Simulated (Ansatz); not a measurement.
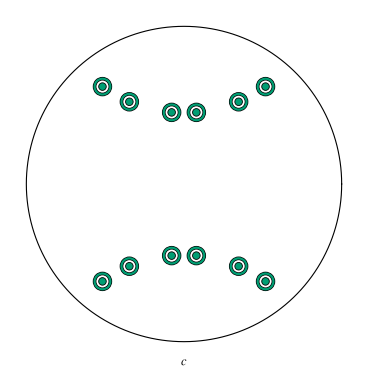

Stereographic projection: filled dots lie in the upper hemisphere, open rings in the lower. The b axis points at the viewer. The poles are all faces of one general form. Computed from the symmetry operations of a computed or model structure of composition SiNi2.

**Which point group is this?**

6/mmm (D6h), order 24, hexagonal system: one sixfold axis, six twofold axes, seven mirror planes, an inversion centre.

**Which physical properties does it allow?**

It is centrosymmetric, so neither piezoelectric nor pyroelectric; it is not chiral.
